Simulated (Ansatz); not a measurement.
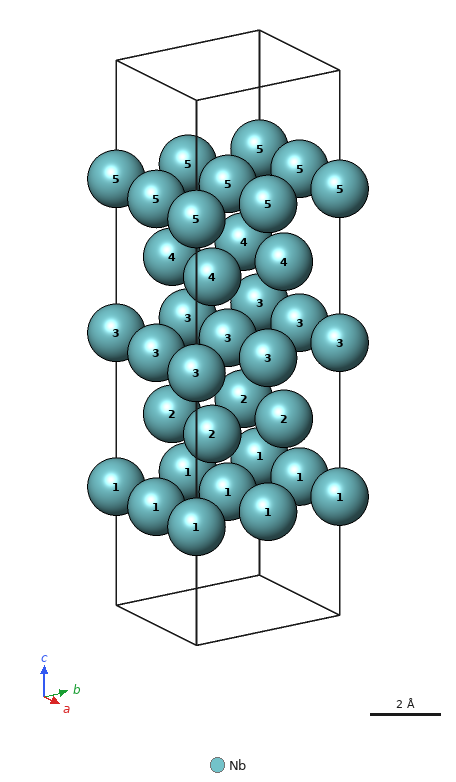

The starting structure (spheres-only view of the 2 × 2 repeat of the cell, with the vacuum cut short, seen slightly off an axis; atoms are numbered from 1 in the order of the input).

# Geometry relaxation, with input and output: Nb

The run: geometry relaxation of Nb (slab, 5 atoms in the cell). Method and program: DFT, PBEsol, all-electron LAPW, scalar-relativistic, no spin polarisation (Ansatz 0.2.0).

It belongs to a series of runs on one base structure; here: atoms relaxed, LAPW. Figures and captions count atoms from 1; the log counts them from 0 in places.

## The input
```yaml
crystal:
  lattice:
    - [2.8349627735, 0.0, 0.0]
    - [-0.9449875912, 2.6728285354, 0.0]
    - [0.0, 0.0, 25.2589]
  atoms:
    - { symbol: Nb, position: [0.0, 0.0, 0.3202464692] }
    - { symbol: Nb, position: [0.5, 0.5, 0.408217815] }
    - { symbol: Nb, position: [0.0, 0.0, 0.5000000007] }
    - { symbol: Nb, position: [0.5, 0.5, 0.591782184] }
    - { symbol: Nb, position: [0.0, 0.0, 0.6797535311] }
kpoints:
  mp_grid: { grid: [12, 12, 1] }
scf:
  occupations: { method: fermi_dirac, width: 0.1 }
hamiltonian:
  xc: pbesol
  pseudopotentials: { kind: all_electron, lapw: { basis_error: 0.001 } }
output:
  forces: true
  stress: true
  eigenvalues: true
relax:
  f_tol: 0.01
  max_steps: 12
efield:
  axis: 3
  amplitude: 0
  dipole_correction: true
```

Launched with:
```bash
ansatz run input.yaml --threads 2 --pin off --max-ram 4096MiB --backend cpu --events-out ev --progress --plain --runs-dir out
```

## Output
```
The last accepted step is kept in [file] (removed where the run ends without a failure and the disk answers)
LAPW: plane waves up to 8.143 Å⁻¹, error target 1.0e-3 eV per atom; small_component_spin mean_spin; Nb in spheres of 1.339 Å, 29 of its electrons in bands, Dirac shells [] (how accurate: hamiltonian.pseudopotentials.lapw.basis_error, Limitations)
Engine: ansatz 0.2.0, aarch64-unknown-linux-gnu
Pseudopotentials: kind: all_electron
Pseudopotential: Nb, LAPW, valence charge 29, lapw/all_electron/scalar/gaussian/Nb, Koelling and Harmon's equation, gaussian nucleus
Functional definition: PBEsol
  exchange = pbesol_x
  correlation = pbesol_c
Crystal: 5 atoms, lattice volume = 191.396 Å³
Basis set: ecut = 252.65146972928733 eV, 1723 PW (Γ), exchange–correlation at level 2
Bands: 87, of which v1, the nominal top of the filled ones, is band 73 counted from 1 (72 counted from 0)
Symmetry: 4 space group operations
k-points: 43 of 144
Non-local potential: Nb, projectors of the file, none
Initial density: superposition of atomic densities (neutral atoms: chi_scale 0, normalization atom)
Initial wavefunctions: plane waves of lowest kinetic energy (no species holds an atomic orbital)
Functional: x = pbesol(κ = 0.804, μ = 0.12345679012345678), c = pbesol(β = 0.046)
iter 1 solved again at ethr=5.01e-2 eV; its pass at ethr=1.00e-1 eV (dr2=7.27e1 eV) is discarded
SCF iter   1: F=—  HF=-519447.287999 eV  |F-HF|=—  |Δ(HF+E_count)|=         —  Δρ=4.90e-2  dr2=7.27e1  ethr=5.01e-2  p=-0.000 e·Å  D=-6.28e-14 V/Å  ΔV_dip=0.00 eV  dr2_dipole=2.09e-14  V_vac-E_F(+/−)=7.09/7.09 eV  ⟨swp⟩=2.0  Hψ=21419  notcnv=0
efield: sawtooth ramp at fractional position 0.9500 (placed from the atoms, in the widest stretch of the axis that holds none; the zero of the levels goes with the place), width 0.1000; the density the first Hamiltonian is built on has a dipole p = 0.000 e·Å; the dipole correction subtracts the counter field D = 3.88e-13 V/Å, which shifts the + side's vacuum level by -0.00 eV against the − side's; the planar-averaged density in the ramp window peaks in size at 6.5e-6 e/Å³
preconditioner: auto → LDOS  [metal: Δε(μ)=0.013 eV  Ē_g=5.350 eV  σ=0.100 eV  W_gap=0.03  n_scr=56 (ndim 8)  ℏωp=13.4 eV  f_vac=0.507  D(μ)=3.73/eV (n_scr^D=14)  β→1.0]
SCF iter   2: F=—  HF=-519444.146505 eV  |F-HF|=—  |Δ(HF+E_count)|=    3.14e0  Δρ=3.27e-2  dr2=3.82e1  ethr=5.01e-2  p=-0.000 e·Å  D=-1.84e-6 V/Å  ΔV_dip=0.00 eV  dr2_dipole=1.08e-9  V_vac-E_F(+/−)=3.07/3.07 eV  ⟨swp⟩=2.3  Hψ=10205  notcnv=0
iter 3 solved again at ethr=4.43e-4 eV; its pass at ethr=2.63e-2 eV (dr2=6.42e-1 eV) is discarded
SCF iter   3: F=—  HF=-519442.503108 eV  |F-HF|=—  |Δ(HF+E_count)|=    1.64e0  Δρ=7.60e-3  dr2=6.51e-1  ethr=4.43e-4  p=0.000 e·Å  D=3.35e-7 V/Å  ΔV_dip=-0.00 eV  dr2_dipole=4.84e-10  V_vac-E_F(+/−)=4.99/4.99 eV  ⟨swp⟩=2.0  Hψ=18244  notcnv=0
SCF iter   4: F=—  HF=-519442.457808 eV  |F-HF|=—  |Δ(HF+E_count)|=         —  Δρ=2.39e-3  dr2=5.33e-2  ethr=4.43e-4  p=0.000 e·Å  D=7.07e-8 V/Å  ΔV_dip=-0.00 eV  dr2_dipole=6.44e-12  V_vac-E_F(+/−)=4.64/4.64 eV  ⟨swp⟩=2.0  Hψ=11751  notcnv=0
the basis was enlarged: its passes take 1.2 MiB over the memory plan, 2 of 2 planned eigensolver slots
SCF iter   5: F=—  HF=-519442.452427 eV  |F-HF|=—  |Δ(HF+E_count)|=   5.38e-3  Δρ=6.57e-4  dr2=1.03e-2  ethr=3.68e-5  p=0.000 e·Å  D=4.42e-8 V/Å  ΔV_dip=-0.00 eV  dr2_dipole=2.58e-12  V_vac-E_F(+/−)=4.62/4.62 eV  ⟨swp⟩=2.0  Hψ=11383  notcnv=0
SCF iter   6: F=—  HF=-519442.452117 eV  |F-HF|=—  |Δ(HF+E_count)|=   3.09e-4  Δρ=1.42e-4  dr2=1.11e-4  ethr=7.08e-6  p=0.000 e·Å  D=2.69e-8 V/Å  ΔV_dip=-0.00 eV  dr2_dipole=3.30e-13  V_vac-E_F(+/−)=4.62/4.62 eV  ⟨swp⟩=2.0  Hψ=11381  notcnv=0
SCF iter   7: F=—  HF=-519442.452131 eV  |F-HF|=—  |Δ(HF+E_count)|=   1.39e-5  Δρ=3.92e-5  dr2=1.27e-5  ethr=7.66e-8  p=0.000 e·Å  D=9.22e-9 V/Å  ΔV_dip=-0.00 eV  dr2_dipole=3.94e-15  V_vac-E_F(+/−)=4.61/4.61 eV  ⟨swp⟩=2.3  Hψ=11400  notcnv=0
SCF iter   8: F=-519442.452132 eV  HF=-519442.452133 eV  |F-HF|=1.08e-6  |Δ(HF+E_count)|=   1.81e-6  Δρ=1.43e-5  dr2=1.83e-6  ethr=8.73e-9  p=0.000 e·Å  D=3.61e-9 V/Å  ΔV_dip=-0.00 eV  dr2_dipole=4.94e-18  V_vac-E_F(+/−)=4.61/4.61 eV  ⟨swp⟩=2.5  Hψ=11425  notcnv=0
SCF 1 converged in 8 iterations: F = -519442.452132 eV  dr2 = 1.83e-6
relax step   1: F+E_penalty+E_count = -519442.45213200 eV  Δ(F+E_penalty+E_count) = +0.000e0 eV  max|allowed force component| = 2.950e-3 eV/Å  Δτ_max = 0.0000 Å  (8 SCF iters, dr2 threshold 2.50e-6 eV, accepted)
Initial density: handed on by an earlier stage of this run
Initial wavefunctions: those handed on with the density
iter 1 solved again at ethr=1.26e-9 eV; its pass at ethr=1.00e-1 eV (dr2=1.83e-6 eV) is discarded
SCF iter   1: F=—  HF=-519442.452133 eV  |F-HF|=—  |Δ(HF+E_count)|=         —  Δρ=1.41e-5  dr2=1.84e-6  ethr=1.26e-9  p=0.000 e·Å  D=3.61e-9 V/Å  ΔV_dip=-0.00 eV  dr2_dipole=4.89e-18  V_vac-E_F(+/−)=4.61/4.61 eV  ⟨swp⟩=2.0  Hψ=15896  notcnv=0
efield: sawtooth ramp at fractional position 0.9500 (handed on by an earlier solve), width 0.1000; the density the first Hamiltonian is built on has a dipole p = 0.000 e·Å; the dipole correction subtracts the counter field D = 3.61e-9 V/Å, which shifts the + side's vacuum level by -0.00 eV against the − side's; the planar-averaged density in the ramp window peaks in size at 1.6e-6 e/Å³
preconditioner: auto → LDOS  [metal: Δε(μ)=0.006 eV  Ē_g=4.717 eV  σ=0.100 eV  W_gap=0.01  n_scr=56 (ndim 8)  ℏωp=13.4 eV  f_vac=0.507  D(μ)=6.50/eV (n_scr^D=46)  β→1.0]
SCF iter   2: F=—  HF=-519442.452133 eV  |F-HF|=—  |Δ(HF+E_count)|=   1.78e-7  Δρ=7.26e-6  dr2=5.49e-7  ethr=1.26e-9  p=0.000 e·Å  D=3.73e-10 V/Å  ΔV_dip=-0.00 eV  dr2_dipole=2.88e-17  V_vac-E_F(+/−)=4.61/4.61 eV  ⟨swp⟩=3.0  Hψ=11883  notcnv=0
iter 3 solved again at ethr=3.70e-11 eV; its pass at ethr=3.79e-10 eV (dr2=5.37e-8 eV) is discarded
SCF iter   3: F=-519442.452133 eV  HF=-519442.452133 eV  |F-HF|=1.95e-8  |Δ(HF+E_count)|=   6.08e-8  Δρ=2.93e-6  dr2=5.40e-8  ethr=3.70e-11  p=-0.000 e·Å  D=-3.19e-11 V/Å  ΔV_dip=0.00 eV  dr2_dipole=7.41e-18  V_vac-E_F(+/−)=4.61/4.61 eV  ⟨swp⟩=2.0  Hψ=19171  notcnv=0
SCF 2 converged in 3 iterations: F = -519442.452133 eV  dr2 = 5.40e-8
relax step   2: F+E_penalty+E_count = -519442.45213331 eV  Δ(F+E_penalty+E_count) = -1.318e-6 eV  max|allowed force component| = 8.869e-4 eV/Å  Δτ_max = 0.0000 Å  (3 SCF iters, accepted)
```

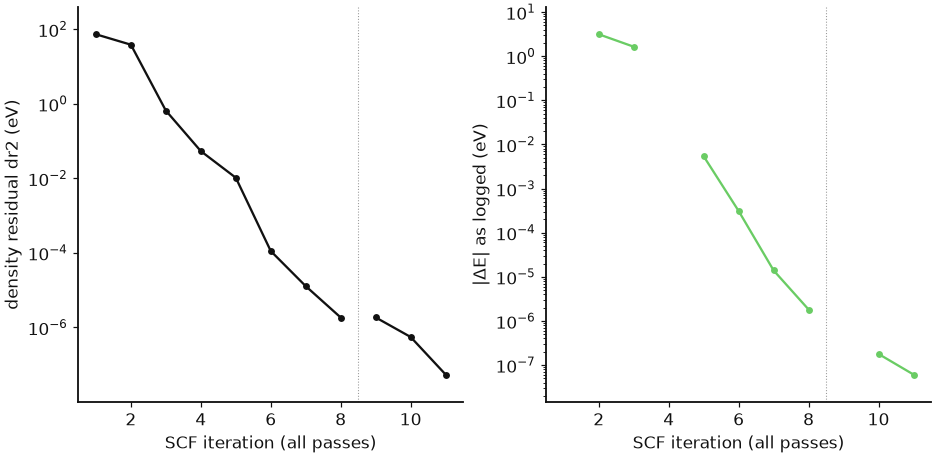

Convergence of the self-consistent field: density residual dr2 and size of the energy change against the SCF iteration. The dotted lines part the SCF passes of the relaxation: geometry steps, rejected trials and re-solves on a re-selected basis. The passes take 8 and 3 iterations.

```
SCF converged after 3 iterations
Free energy (F): -519442.452133 eV
Harris-Foulkes:  -519442.452133 eV  (|F-HF|=1.95e-8)
Internal energy: -519442.237036 eV  (E = F + TS)
E sigma→0 (E₀):  -519442.344585 eV
Entropy (-TS):   -0.215098 eV (-43.020 meV/atom)
Fermi energy:    7.023510 eV
Dipole field:    D = -0.000000 V/Å  (p = -0.000000 e·Å, saw-weighted, corrected)
Work function:   Φ+ = 4.6080 eV   Φ− = 4.6081 eV
Levels:          The Fermi level and band energies are counted from a zero that moves with the ramp; work functions are not
--- Per-component energies (eV) ---
  E_band       = -20346.690625
  E_kinetic    = 537356.459136
  E_xc         = -15911.183001
  E_efield     = 0.000000  (sawtooth field / dipole correction)
  E_electrostatic = -1040887.513171  (all electrons and nuclei)
  E_smearing   = -0.215098  (= −TS)
  E_closure    = 0.000000  (closes the sum)
  E_atoms      = -519390.021445  (free atoms, spherical and without spin; not in F)
  Σ components = -519442.452133   (vs F -519442.452133, Δ=0.00e0)
  Basis errors (estimates in eV, not in F): energy 3.0e-4 per atom: plane waves 2.6e-4 (1.5e-4 summed), levels above the bands 6.2e-19, relativity 1.8e-8, radial functions 3.5e-5, core shells 8.2e-7; eigenvalues (radial functions only) 3.7e-7; not estimated: angular momenta, meshes, grids; target (lapw.basis_error) 1.0e-3; muffin-tin radii Nb 1.339 Å
--- Forces (eV/Å), atoms counted from 1 ---
  atom   1  Nb     0.00000000    -0.00000000     0.00088677
  atom   2  Nb     0.00000000     0.00000000    -0.00065555
  atom   3  Nb    -0.00000000     0.00000000    -0.00000021
  atom   4  Nb    -0.00000000    -0.00000000     0.00065587
  atom   5  Nb     0.00000000     0.00000000    -0.00088687
  max |Σ_I F_I| component: 5.87e-9 eV/Å
--- Stress (GPa, compression-positive) ---
       -2.552279       0.331189      -0.000000
        0.331189      -2.318092       0.000000
       -0.000000       0.000000      -0.002112
  P = ⅓ Tr σ = -1.6242 GPa (-16.242 kbar)
--- Band table (eV; the first three rows and the last of 43) ---
  k-point 0: bands = ["-335.4505", "-335.4505", "-335.4407", "-335.4407", "-335.4353", "-335.4353", "-335.0444", "-335.0394", "-335.0360", "-335.0360", "-335.0348", "-335.0275", "-335.0275", "-335.0231", "-335.0231", "-185.3062", "-185.3062", "-185.3042", "-185.3042", "-185.2955", "-185.2955", "-185.2893", "-185.2893", "-185.2821", "-185.2821", "-184.9057", "-184.9055", "-184.8997", "-184.8997", "-184.8950", "-184.8950", "-184.8948", "-184.8894", "-184.8862", "-184.8818", "-184.8818", "-184.8770", "-184.8770", "-184.8746", "-184.8746", "-47.4445", "-47.4430", "-47.1565", "-47.0562", "-46.9682", "-24.0347", "-23.9054", "-23.4513", "-23.1052", "-23.0954", "-22.9638", "-22.8237", "-22.8010", "-22.8010", "-22.6465", "-22.6179", "-22.5184", "-22.5026", "-22.5015", "-22.4705", "1.2950", "2.0338", "2.8955", "3.1866", "3.2192", "5.2503", "5.4624", "6.0678", "6.5257", "6.6623", "6.7263", "7.2016", "7.2464", "7.2522", "7.4945", "8.1438", "8.2089", "9.0473", "9.6711", "9.7035", "9.7489", "10.1341", "10.1391", "10.2769", "10.2841", "10.3602", "10.4319"]
  k-point 1: bands = ["-335.4505", "-335.4505", "-335.4407", "-335.4407", "-335.4353", "-335.4353", "-335.0444", "-335.0394", "-335.0360", "-335.0360", "-335.0348", "-335.0275", "-335.0275", "-335.0231", "-335.0231", "-185.3062", "-185.3062", "-185.3042", "-185.3042", "-185.2955", "-185.2955", "-185.2893", "-185.2893", "-185.2821", "-185.2821", "-184.9057", "-184.9055", "-184.8997", "-184.8997", "-184.8950", "-184.8950", "-184.8948", "-184.8894", "-184.8862", "-184.8818", "-184.8818", "-184.8770", "-184.8770", "-184.8746", "-184.8746", "-47.4338", "-47.4325", "-47.1452", "-47.0484", "-46.9628", "-24.0090", "-23.8930", "-23.4696", "-23.1714", "-23.1235", "-22.9807", "-22.8424", "-22.8416", "-22.8225", "-22.7074", "-22.5938", "-22.5725", "-22.5360", "-22.5318", "-22.4972", "1.5107", "2.2392", "3.1035", "3.3955", "3.4365", "5.3055", "5.5019", "6.0871", "6.4171", "6.5550", "6.7480", "7.0081", "7.1016", "7.3761", "7.6059", "7.8059", "8.4227", "8.5573", "9.4962", "9.5449", "9.7769", "9.9604", "10.0940", "10.2343", "10.2533", "10.4385", "10.6537"]
  k-point 2: bands = ["-335.4505", "-335.4505", "-335.4407", "-335.4407", "-335.4353", "-335.4353", "-335.0444", "-335.0394", "-335.0360", "-335.0360", "-335.0348", "-335.0275", "-335.0275", "-335.0231", "-335.0231", "-185.3062", "-185.3062", "-185.3042", "-185.3042", "-185.2955", "-185.2955", "-185.2893", "-185.2893", "-185.2821", "-185.2821", "-184.9057", "-184.9055", "-184.8997", "-184.8997", "-184.8950", "-184.8950", "-184.8948", "-184.8894", "-184.8862", "-184.8818", "-184.8818", "-184.8770", "-184.8770", "-184.8746", "-184.8746", "-47.4045", "-47.4037", "-47.1134", "-47.0270", "-46.9486", "-23.9384", "-23.8640", "-23.5364", "-23.3473", "-23.2387", "-23.0742", "-22.9504", "-22.9092", "-22.8473", "-22.8261", "-22.7105", "-22.6307", "-22.5978", "-22.5562", "-22.5124", "2.0976", "2.7646", "3.5936", "3.9337", "3.9687", "5.4199", "5.5447", "6.1018", "6.1853", "6.2968", "6.5374", "6.7967", "6.8051", "7.1596", "7.6559", "7.9019", "7.9750", "8.9070", "9.4500", "9.4637", "9.5948", "9.8880", "9.9269", "10.1541", "10.5159", "10.6782", "10.9111"]
  k-point 42: bands = ["-335.4505", "-335.4505", "-335.4407", "-335.4407", "-335.4353", "-335.4353", "-335.0444", "-335.0394", "-335.0360", "-335.0360", "-335.0348", "-335.0275", "-335.0275", "-335.0231", "-335.0231", "-185.3062", "-185.3062", "-185.3042", "-185.3042", "-185.2955", "-185.2955", "-185.2893", "-185.2893", "-185.2821", "-185.2821", "-184.9057", "-184.9055", "-184.8997", "-184.8997", "-184.8950", "-184.8950", "-184.8948", "-184.8894", "-184.8862", "-184.8817", "-184.8817", "-184.8770", "-184.8770", "-184.8746", "-184.8746", "-47.1990", "-47.1987", "-46.8997", "-46.8315", "-46.7673", "-24.1131", "-24.1018", "-23.8458", "-23.6868", "-23.6338", "-23.6181", "-23.6076", "-23.5481", "-23.5425", "-23.3420", "-23.1983", "-23.1377", "-22.9913", "-22.8550", "-22.6032", "3.1910", "3.2831", "3.3408", "3.5699", "3.8376", "3.9529", "4.0811", "5.2590", "5.4342", "6.2311", "6.9780", "7.8821", "8.8394", "8.9444", "9.1418", "10.0015", "10.0103", "10.0364", "10.0611", "11.7502", "11.9256", "12.7361", "12.7820", "12.8226", "13.0894", "13.3641", "13.5713"]
--- Relaxed structure (2 steps of the walk, 2 accepted, 0 SCFs on fresh bases) ---
  F+E_penalty+E_count = -519442.45213331 eV   max|allowed force component| = 8.869e-4 eV/Å
  atoms:
    - { symbol: Nb, position: [0.0, 0.0, 0.32024646919999994] }
    - { symbol: Nb, position: [0.5, 0.49999999999999983, 0.40821781499999993] }
    - { symbol: Nb, position: [0.0, 0.0, 0.5000000007] }
    - { symbol: Nb, position: [0.5, 0.49999999999999983, 0.5917821839999999] }
    - { symbol: Nb, position: [0.0, 0.0, 0.6797535311] }
```

## Trajectory as extended XYZ (Å, eV, eV/Å), 2 frames, from step=1 to step=2
```
5
Lattice="2.8350 0.0000 0.0000 -0.9450 2.6728 0.0000 0.0000 0.0000 25.2589" Properties=species:S:1:pos:R:3:forces:R:3 step=1 energy=-519442.45213
Nb    0.0000    0.0000    8.0891    0.0000   0.0000   0.0029
Nb    0.9450    1.3364   10.3111    0.0000   0.0000   0.0004
Nb    0.0000    0.0000   12.6295    0.0000   0.0000   0.0000
Nb    0.9450    1.3364   14.9478    0.0000   0.0000  -0.0004
Nb    0.0000    0.0000   17.1698    0.0000   0.0000  -0.0029
5
Lattice="2.8350 0.0000 0.0000 -0.9450 2.6728 0.0000 0.0000 0.0000 25.2589" Properties=species:S:1:pos:R:3:forces:R:3 step=2 energy=-519442.45213
Nb    0.0000    0.0000    8.0891    0.0000   0.0000   0.0009
Nb    0.9450    1.3364   10.3111    0.0000   0.0000  -0.0007
Nb    0.0000    0.0000   12.6295    0.0000   0.0000   0.0000
Nb    0.9450    1.3364   14.9478    0.0000   0.0000   0.0007
Nb    0.0000    0.0000   17.1698    0.0000   0.0000  -0.0009
```

## Key numbers

| quantity | value |
| --- | --- |
| outcome | converged |
| electrons in bands (core shells apart) | 145 |
| free energy | −519442.4521 eV |
| Fermi energy | 7.024 eV |
| final volume | 191.40 Å³ |
| largest force (length of the vector) at the end | 0.001 eV/Å |
| hardware | 2 threads of Arm Neoverse V2, 24 GiB of memory available, shared host |
| wall time | 4.2 min (CPU time 8.4 min) |
| peak memory | 1.1 GiB |
